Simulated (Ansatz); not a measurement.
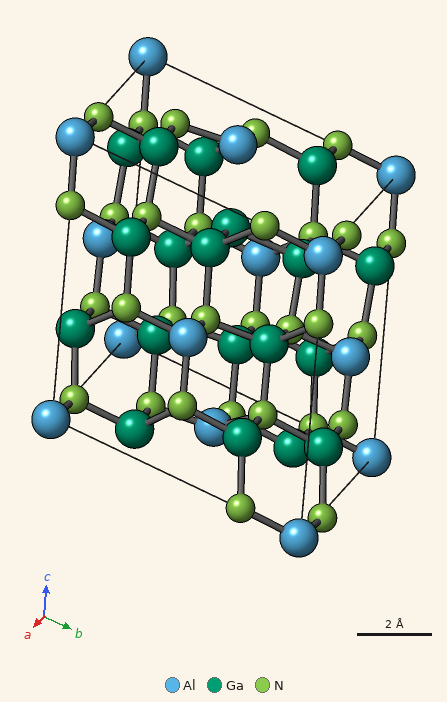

**Figure 1.** The starting structure (ball-and-stick view of the cell of the calculation, seen slightly off an axis). An atom can appear more than once, as a periodic image.

**Al₄Ga₁₃N₁₅ (charge −2): geometry relaxation (part 1 of 3)**

Al₄Ga₁₃N₁₅ (defect cell, 32 atoms in the cell, total charge −2), computed with DFT PBEsol, scalar-relativistic, plane waves, PAW, no spin polarisation (Ansatz 0.2.0).

The structure derives from a Materials Project entry. It belongs to a series of runs on one base structure; here: Ga on a N site (e), charge -2, atoms relaxed at the host's cell.

### What the program printed
```
Engine: ansatz 0.2.0, aarch64-unknown-linux-gnu
Pseudopotentials: kind: paw
Pseudopotential: Al, paw, valence charge 3, recommended cutoff 420 eV (normal), Al.paw.azcp
Pseudopotential: Ga, paw, valence charge 13, recommended cutoff 420 eV (normal), Ga.paw.azcp
Pseudopotential: N, paw, valence charge 5, recommended cutoff 420 eV (normal), N.paw.azcp
Functional definition: PBEsol
  exchange = pbesol_x
  correlation = pbesol_c
Crystal: 32 atoms, lattice volume = 356.690 Å³
Basis set: ecut = 420 eV, 6963 PW (Γ), exchange–correlation on 108×108×108 points (8 copies of the dense FFT grid, shifted against one another)
Bands: 161, of which v1, the nominal top of the filled ones, is band 129 counted from 1 (128 counted from 0)
Symmetry: 6 space group operations
Space group: R3m (ITA 160), of the structure as read, at distance tolerance 7.1e-5 Å
k-points: 2 of 8 (time reversal used)
Non-local potential: Al, projectors of the file, l = 0: 2, l = 1: 2, l = 2: 1
Non-local potential: Ga, projectors of the file, l = 0: 2, l = 1: 2, l = 2: 3, l = 3: 1
Non-local potential: N, projectors of the file, l = 0: 2, l = 1: 2, l = 2: 1
PAW form: soft (Blöchl's): semilocal exchange-correlation on the pseudo side does not see the compensation charge
PAW frozen core: Al, regenerated for the run's functional, and the local potential with it (the file was generated under x = pbe(κ = 0.804, μ = 0.2195149727645171), c = pbe(β = 0.06672455060314922))
PAW frozen core: Ga, regenerated for the run's functional, and the local potential with it (the file was generated under x = pbe(κ = 0.804, μ = 0.2195149727645171), c = pbe(β = 0.06672455060314922))
PAW frozen core: N, regenerated for the run's functional, and the local potential with it (the file was generated under x = pbe(κ = 0.804, μ = 0.2195149727645171), c = pbe(β = 0.06672455060314922))
PAW one-centre angular grid: Al, 110 points (default); XC on 64 Gauss nodes
PAW one-centre angular grid: Ga, 590 points (default); XC on 64 Gauss nodes
PAW one-centre angular grid: N, 110 points (default); XC on 64 Gauss nodes
Initial density: superposition of atomic densities (neutral atoms scaled as one to the charged cell's electrons: chi_scale 0, normalization atom), corrected by the library's trained network
Initial wavefunctions: pseudopotential atomic-orbital guess
Functional: x = pbesol(κ = 0.804, μ = 0.12345679012345678), c = pbesol(β = 0.046)
SCF iter   1: F=—  HF=-56433.978033 eV  |F-HF|=—  |Δ(HF+E_count)|=         —  Δρ=4.15e-2  dr2=5.27e0  ethr=1.77e-3  ⟨swp⟩=6.5  Hψ=1201  notcnv=0  defer=13
preconditioner: auto → Resta (q_TF=auto, 2.585 Å⁻¹)  ε∞=5.1  [insulator: Δε(μ)=1.575 eV  Ē_g=15.527 eV  σ=0.010 eV  W_gap=1.00  n_scr=86 (ndim 8)  ℏωp=31.6 eV  f_vac=0.000  D(μ)=0.00/eV (n_scr^D=0)  ε∞_Penn≈5.1]
SCF iter   2: F=—  HF=-56432.302698 eV  |F-HF|=—  |Δ(HF+E_count)|=    1.68e0  Δρ=1.17e-2  dr2=7.65e-1  ethr=1.77e-3  ⟨swp⟩=2.5  Hψ=611  notcnv=0  defer=54
SCF iter   3: F=—  HF=-56431.998285 eV  |F-HF|=—  |Δ(HF+E_count)|=   3.04e-1  Δρ=6.09e-3  dr2=1.69e-1  ethr=2.96e-4  ⟨swp⟩=2.0  Hψ=506  notcnv=0  defer=54
SCF iter   4: F=—  HF=-56431.952935 eV  |F-HF|=—  |Δ(HF+E_count)|=   4.53e-2  Δρ=2.25e-3  dr2=1.56e-2  ethr=6.55e-5  ⟨swp⟩=2.5  Hψ=613  notcnv=0  defer=54
SCF iter   5: F=—  HF=-56431.956898 eV  |F-HF|=—  |Δ(HF+E_count)|=   3.96e-3  Δρ=1.07e-3  dr2=2.82e-3  ethr=6.04e-6  ⟨swp⟩=2.0  Hψ=535  notcnv=0  defer=54
SCF iter   6: F=—  HF=-56431.956851 eV  |F-HF|=—  |Δ(HF+E_count)|=   4.72e-5  Δρ=2.07e-4  dr2=1.65e-4  ethr=1.09e-6  ⟨swp⟩=2.0  Hψ=437  notcnv=0  defer=54
SCF iter   7: F=—  HF=-56431.956805 eV  |F-HF|=—  |Δ(HF+E_count)|=   4.60e-5  Δρ=1.21e-4  dr2=3.88e-5  ethr=6.41e-8  ⟨swp⟩=2.5  Hψ=521  notcnv=0  defer=54
SCF iter   8: F=-56431.956801 eV  HF=-56431.956803 eV  |F-HF|=2.17e-6  |Δ(HF+E_count)|=   1.54e-6  Δρ=4.25e-5  dr2=6.33e-6  ethr=6.06e-9  ⟨swp⟩=20.0  Hψ=3328  notcnv=0
SCF 1 converged in 8 iterations: F = -56431.956801 eV  dr2 = 6.33e-6
  greatest PAW one-centre occupation: 0.996 electrons in one spin orbital (limit 2), on the Ga atom at site 13 (counted from 0), in its partial waves of l = 2
relax step   1: F+E_penalty+E_count = -56431.95680110 eV  Δ(F+E_penalty+E_count) = +0.000e0 eV  max|allowed force component| = 8.807e-1 eV/Å  Δτ_max = 0.0000 Å  (8 SCF iters, dr2 threshold 1.56e-5 eV, accepted)
Initial density: handed on by an earlier stage of this run
Initial wavefunctions: those handed on with the density
iter 1 solved again at ethr=6.98e-6 eV; its pass at ethr=3.10e-3 eV (dr2=1.80e-2 eV) is discarded
SCF iter   1: F=—  HF=-56432.139076 eV  |F-HF|=—  |Δ(HF+E_count)|=         —  Δρ=3.38e-3  dr2=1.85e-2  ethr=6.98e-6  ⟨swp⟩=2.0  Hψ=928  notcnv=0  defer=49
preconditioner: auto → Resta (q_TF=auto, 2.585 Å⁻¹)  ε∞=4.8  [insulator: Δε(μ)=1.247 eV  Ē_g=16.220 eV  σ=0.010 eV  W_gap=1.00  n_scr=86 (ndim 8)  ℏωp=31.6 eV  f_vac=0.000  D(μ)=0.00/eV (n_scr^D=0)  ε∞_Penn≈4.8]
SCF iter   2: F=—  HF=-56432.135900 eV  |F-HF|=—  |Δ(HF+E_count)|=   3.18e-3  Δρ=1.78e-3  dr2=5.32e-3  ethr=6.98e-6  ⟨swp⟩=2.0  Hψ=300  notcnv=0  defer=49
SCF iter   3: F=—  HF=-56432.134866 eV  |F-HF|=—  |Δ(HF+E_count)|=   1.03e-3  Δρ=4.29e-4  dr2=6.63e-4  ethr=2.06e-6  ⟨swp⟩=2.0  Hψ=396  notcnv=0  defer=49
SCF iter   4: F=—  HF=-56432.134720 eV  |F-HF|=—  |Δ(HF+E_count)|=   1.46e-4  Δρ=9.88e-5  dr2=2.84e-5  ethr=2.57e-7  ⟨swp⟩=2.0  Hψ=519  notcnv=0  defer=49
SCF iter   5: F=-56432.134715 eV  HF=-56432.134718 eV  |F-HF|=3.55e-6  |Δ(HF+E_count)|=   1.45e-6  Δρ=3.10e-5  dr2=3.44e-6  ethr=1.10e-8  ⟨swp⟩=18.5  Hψ=3053  notcnv=0
SCF 2 converged in 5 iterations: F = -56432.134715 eV  dr2 = 3.44e-6
  greatest PAW one-centre occupation: 0.996 electrons in one spin orbital (limit 2), on the Ga atom at site 6 (counted from 0), in its partial waves of l = 2
relax step   2: F+E_penalty+E_count = -56432.13471492 eV  Δ(F+E_penalty+E_count) = -1.779e-1 eV  max|allowed force component| = 2.424e-1 eV/Å  Δτ_max = 0.0356 Å  (5 SCF iters, dr2 threshold 4.85e-5 eV, accepted)
SCF iter   1: F=—  HF=-56432.159001 eV  |F-HF|=—  |Δ(HF+E_count)|=         —  Δρ=1.48e-3  dr2=4.87e-3  ethr=1.12e-5  ⟨swp⟩=3.5  Hψ=680  notcnv=0  defer=49
preconditioner: auto → Resta (q_TF=auto, 2.585 Å⁻¹)  ε∞=4.8  [insulator: Δε(μ)=1.344 eV  Ē_g=16.216 eV  σ=0.010 eV  W_gap=1.00  n_scr=86 (ndim 8)  ℏωp=31.6 eV  f_vac=0.000  D(μ)=0.00/eV (n_scr^D=0)  ε∞_Penn≈4.8]
SCF iter   2: F=—  HF=-56432.157979 eV  |F-HF|=—  |Δ(HF+E_count)|=   1.02e-3  Δρ=7.44e-4  dr2=1.29e-3  ethr=1.89e-6  ⟨swp⟩=2.0  Hψ=381  notcnv=0  defer=49
SCF iter   3: F=—  HF=-56432.157600 eV  |F-HF|=—  |Δ(HF+E_count)|=   3.79e-4  Δρ=2.56e-4  dr2=2.00e-4  ethr=4.99e-7  ⟨swp⟩=2.0  Hψ=381  notcnv=0  defer=49
SCF iter   4: F=—  HF=-56432.157552 eV  |F-HF|=—  |Δ(HF+E_count)|=   4.76e-5  Δρ=4.87e-5  dr2=7.43e-6  ethr=7.75e-8  ⟨swp⟩=2.0  Hψ=525  notcnv=0  defer=49
SCF iter   5: F=-56432.157550 eV  HF=-56432.157552 eV  |F-HF|=2.71e-6  |Δ(HF+E_count)|=   4.73e-8  Δρ=1.94e-5  dr2=1.24e-6  ethr=1.42e-9  ⟨swp⟩=16.5  Hψ=2944  notcnv=0
SCF 3 converged in 5 iterations: F = -56432.157550 eV  dr2 = 1.24e-6
  greatest PAW one-centre occupation: 0.996 electrons in one spin orbital (limit 2), on the Ga atom at site 14 (counted from 0), in its partial waves of l = 2
relax step   3: F+E_penalty+E_count = -56432.15754954 eV  Δ(F+E_penalty+E_count) = -2.283e-2 eV  max|allowed force component| = 6.200e-2 eV/Å  Δτ_max = 0.0222 Å  (5 SCF iters, dr2 threshold 3.67e-6 eV, accepted)
SCF iter   1: F=—  HF=-56432.161795 eV  |F-HF|=—  |Δ(HF+E_count)|=         —  Δρ=9.19e-4  dr2=2.09e-3  ethr=7.14e-6  ⟨swp⟩=3.0  Hψ=676  notcnv=0  defer=49
preconditioner: auto → Resta (q_TF=auto, 2.585 Å⁻¹)  ε∞=4.8  [insulator: Δε(μ)=1.351 eV  Ē_g=16.215 eV  σ=0.010 eV  W_gap=1.00  n_scr=86 (ndim 8)  ℏωp=31.6 eV  f_vac=0.000  D(μ)=0.00/eV (n_scr^D=0)  ε∞_Penn≈4.8]
SCF iter   2: F=—  HF=-56432.161357 eV  |F-HF|=—  |Δ(HF+E_count)|=   4.37e-4  Δρ=4.87e-4  dr2=6.08e-4  ethr=8.11e-7  ⟨swp⟩=2.0  Hψ=374  notcnv=0  defer=49
SCF iter   3: F=—  HF=-56432.161223 eV  |F-HF|=—  |Δ(HF+E_count)|=   1.34e-4  Δρ=1.54e-4  dr2=7.99e-5  ethr=2.36e-7  ⟨swp⟩=2.0  Hψ=427  notcnv=0  defer=49
SCF iter   4: F=—  HF=-56432.161109 eV  |F-HF|=—  |Δ(HF+E_count)|=   1.15e-4  Δρ=3.42e-5  dr2=3.17e-6  ethr=3.10e-8  ⟨swp⟩=2.0  Hψ=525  notcnv=0  defer=49
SCF iter   5: F=—  HF=-56432.161109 eV  |F-HF|=—  |Δ(HF+E_count)|=   1.38e-7  Δρ=1.29e-5  dr2=5.05e-7  ethr=1.23e-9  ⟨swp⟩=2.0  Hψ=509  notcnv=0  defer=49
SCF iter   6: F=-56432.161108 eV  HF=-56432.161108 eV  |F-HF|=5.78e-9  |Δ(HF+E_count)|=   2.83e-7  Δρ=3.91e-6  dr2=4.48e-8  ethr=3.88e-11  ⟨swp⟩=14.5  Hψ=2681  notcnv=0
SCF 4 converged in 6 iterations: F = -56432.161108 eV  dr2 = 4.48e-8
  greatest PAW one-centre occupation: 0.996 electrons in one spin orbital (limit 2), on the Ga atom at site 9 (counted from 0), in its partial waves of l = 2
relax step   4: F+E_penalty+E_count = -56432.16110833 eV  Δ(F+E_penalty+E_count) = -3.559e-3 eV  max|allowed force component| = 2.077e-2 eV/Å  Δτ_max = 0.0152 Å  (6 SCF iters, accepted)
```

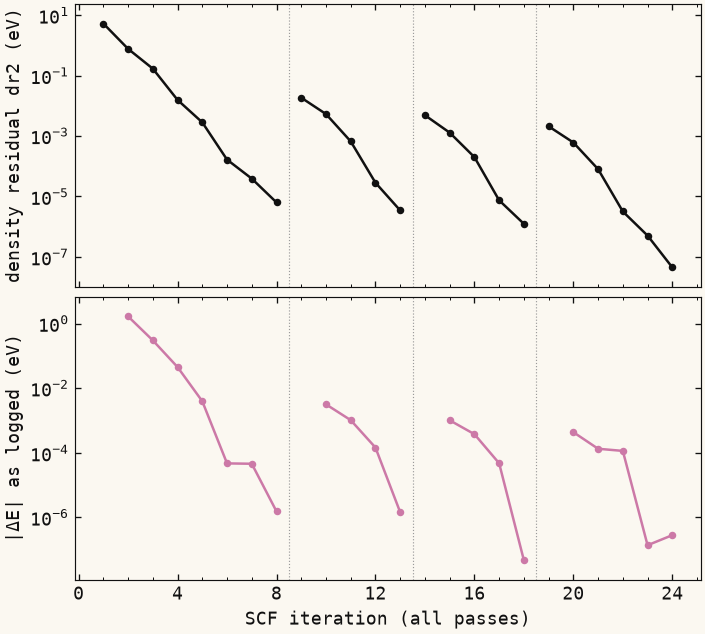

**Figure 2.** Convergence of the self-consistent field: density residual dr2 and size of the energy change against the SCF iteration. The dotted lines part the SCF passes of the relaxation: geometry steps, rejected trials and re-solves on a re-selected basis. The passes take 8, 5, 5 and 6 iterations.

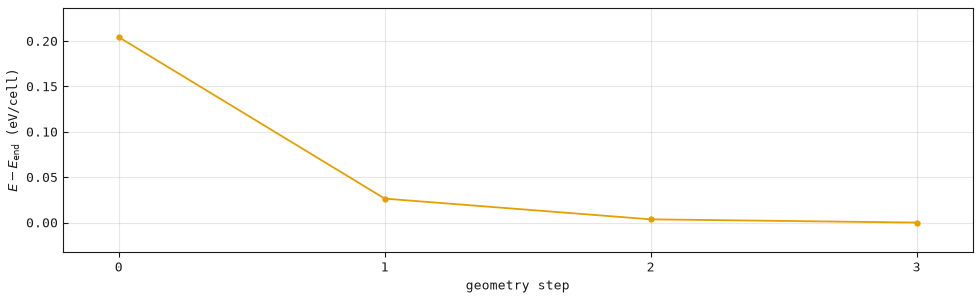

**Figure 3.** Progress of the relaxation, step by step (the first geometry is step 0 here and step 1 in the log).

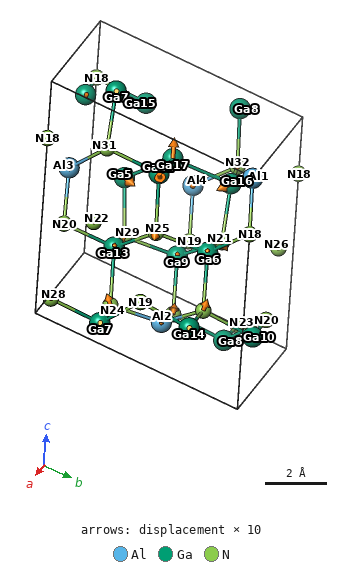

**Figure 4.** The starting structure with the displacements as orange arrows, magnified 10 times (ball-and-stick view of the cell of the calculation, seen slightly off an axis). The atom that moves furthest is Ga17 (0.073 Å). By element the largest moves are Ga 0.073 Å, N 0.043 Å, Al 0.016 Å. The lattice vectors keep their values. Among the contacts that change: Al2–N24 1.868 → 1.896 Å, Ga13–N24 1.943 → 1.919 Å, Ga11–N23 1.949 → 1.971 Å, Ga11–Ga17 2.189 → 2.173 Å. Among the angles that change: Ga17–Ga16–N21 102.3° → 107.5°, Ga5–Ga17–Ga11 111.5° → 108.6°, N28–Ga16–N32 117.6° → 114.9°. After 3 geometry steps the energy has fallen by 0.204 eV per cell of the calculation. The largest force component goes from 0.88 to 0.021 eV/Å. (Atoms are counted from 1 in the order of the input.)

```
SCF converged after 6 iterations
Free energy (F): -56432.161108 eV
Harris-Foulkes:  -56432.161108 eV  (|F-HF|=5.78e-9)
Internal energy: -56432.161108 eV  (E = F + TS)
E sigma→0 (E₀):  -56432.161108 eV
Fermi energy:    11.988609 eV
--- Per-component energies (eV) ---
  E_band       = 4.349305
  E_kinetic    = 3638.836906
  E_local      = -27468.403349  (includes V_loc(G=0)·N_el)
  E_nonlocal   = 6305.948074
  E_hartree    = 12644.371014
  E_xc         = -1979.540098
  E_vxc        = -2063.588646  (∫ρ·V_xc dr)
  E_paw        = -29032.150721  (= ΣΔE_a)
  E_vpaw       = -5697.177837  (= ΣTr[D̂ρ^β])
  E_aug_tail   = 0.000254  (compensation charges beyond the density's cutoff)
  E_ewald      = -20552.939939
  E_core_change = 11.716750  (= ΣΔE_core)
  E_smearing   = -0.000000  (= −TS)
  E_closure    = -0.000000  (closes the sum)
  E_deformation_potential = -36.783892  (in the stress; not in F)
  Σ components = -56432.161108   (vs F -56432.161108, Δ=0.00e0)
--- Forces (eV/Å), atoms counted from 1 ---
  atom   1  Al    -0.00248013    -0.00248013     0.00310221
  atom   2  Al     0.00334711     0.00334711    -0.00334711
  atom   3  Al    -0.00310221    -0.00248013     0.00248013
  atom   4  Al    -0.00248013    -0.00310221     0.00248013
  atom   5  Ga     0.00243721     0.00243721     0.01704420
  atom   6  Ga    -0.00586206    -0.00586206     0.01500318
  atom   7  Ga    -0.00444570    -0.01200078     0.00833738
  atom   8  Ga    -0.01200078    -0.00444570     0.00833738
  atom   9  Ga    -0.00586206    -0.01500318     0.00586206
  atom  10  Ga    -0.01200078    -0.00833738     0.00444570
  atom  11  Ga     0.00243721    -0.01704420    -0.00243721
  atom  12  Ga    -0.00444570    -0.00833738     0.01200078
  atom  13  Ga    -0.01500318    -0.00586206     0.00586206
  atom  14  Ga    -0.00833738    -0.01200078     0.00444570
  atom  15  Ga    -0.00833738    -0.00444570     0.01200078
  atom  16  Ga    -0.01704420     0.00243721    -0.00243721
  atom  17  Ga    -0.00227723    -0.00227723     0.00227723
  atom  18  N      0.00692122     0.00692122     0.00738381
  atom  19  N      0.00692122    -0.00738381    -0.00692122
  atom  20  N     -0.00738381     0.00692122    -0.00692122
  atom  21  N     -0.00724285     0.02076584    -0.02076584
  atom  22  N     -0.00117583    -0.00458576    -0.01135116
  atom  23  N     -0.00117583     0.01135116     0.00458576
  atom  24  N      0.01529005     0.01406013    -0.01406013
  atom  25  N      0.02076584    -0.00724285    -0.02076584
  atom  26  N     -0.00458576    -0.00117583    -0.01135116
  atom  27  N      0.01406013     0.01529005    -0.01406013
  atom  28  N      0.01135116    -0.00117583     0.00458576
  atom  29  N      0.02076584     0.02076584     0.00724285
  atom  30  N      0.01406013     0.01406013    -0.01529005
  atom  31  N     -0.00458576     0.01135116     0.00117583
  atom  32  N      0.01135116    -0.00458576     0.00117583
  max |Σ_I F_I| component: 1.20e-4 eV/Å
--- Charged-cell corrections in eV (Makov–Payne, q = -2.000 e, ε = 9.924) ---
  F (periodic)     = -56432.161108  (uncorrected; the corrections below are reported, never added to it)
  E_corr1          = +1.181959  (monopole, q²α_M/2εL)
  F Makov-Payne    = -56430.979150  (F + E_corr1; no measured alignment; for a localised charge, not one spread in a band: unchecked)
  no potential alignment in this run, which stands beside a crystal: run the host's input off ansatz write-host-input, and read the two finished runs by ansatz place-levels (neither reads a slab, a wire or a sheet, whose cell leaves a vacuum)
--- Band table (eV) ---
  k-point 0: bands = ["-6.0903", "-6.0772", "-6.0772", "-5.7961", "-5.5706", "-5.5265", "-5.5265", "-5.4303", "-5.4303", "-5.3781", "-5.3781", "-5.3661", "-5.3271", "-5.2685", "-5.2685", "-4.1346", "-4.1302", "-4.1302", "-4.1046", "-4.1046", "-4.0863", "-4.0775", "-4.0673", "-4.0673", "-4.0531", "-4.0531", "-4.0301", "-4.0301", "-4.0118", "-3.9965", "-3.9884", "-3.9884", "-3.9796", "-3.9649", "-3.9649", "-3.9646", "-3.9395", "-3.9323", "-3.9323", "-3.9228", "-3.9102", "-3.9102", "-3.9021", "-3.9021", "-3.8868", "-3.8640", "-3.8640", "-3.8588", "-3.7893", "-3.6904", "-3.6904", "-3.6689", "-3.6689", "-3.6401", "-3.5451", "-3.5451", "-3.5400", "-3.4678", "-3.4204", "-3.4204", "-3.3999", "-3.3890", "-3.3890", "-3.3553", "-2.7080", "-2.7080", "-2.6625", "-2.6625", "-2.5740", "-2.5572", "-2.5554", "-2.5554", "-2.4310", "-2.4310", "-2.3440", "-2.0982", "-2.0431", "-2.0431", "-1.9727", "-1.9727", "2.3461", "3.0362", "3.0362", "3.1100", "3.1100", "3.2440", "3.3799", "3.6273", "3.6273", "3.9630", "3.9630", "4.0588", "4.4605", "5.4200", "5.4641", "5.4641", "5.6966", "5.9085", "5.9915", "5.9915", "6.2653", "6.2653", "6.3539", "6.3539", "6.4332", "6.6521", "6.6521", "6.7411", "7.2101", "7.2602", "7.2602", "7.3307", "7.3307", "7.3969", "7.5701", "7.6254", "7.6254", "7.6807", "8.2036", "8.2036", "8.4014", "8.6636", "8.6636", "8.7202", "8.7202", "8.7499", "11.1785", "11.1785", "11.3158", "13.6056", "13.6056", "13.6712", "14.0614", "14.2407", "14.2407", "14.3856", "14.5170", "14.5170", "14.8023", "15.0035", "15.0035", "15.1113", "15.1113", "15.1148", "15.9716", "16.5848", "16.5848", "16.9059", "17.3257", "17.3585", "17.3585", "17.6943", "17.7007", "17.7007", "18.0360", "18.0360", "18.2403", "18.8508", "18.9538", "18.9538", "19.3349"]
```
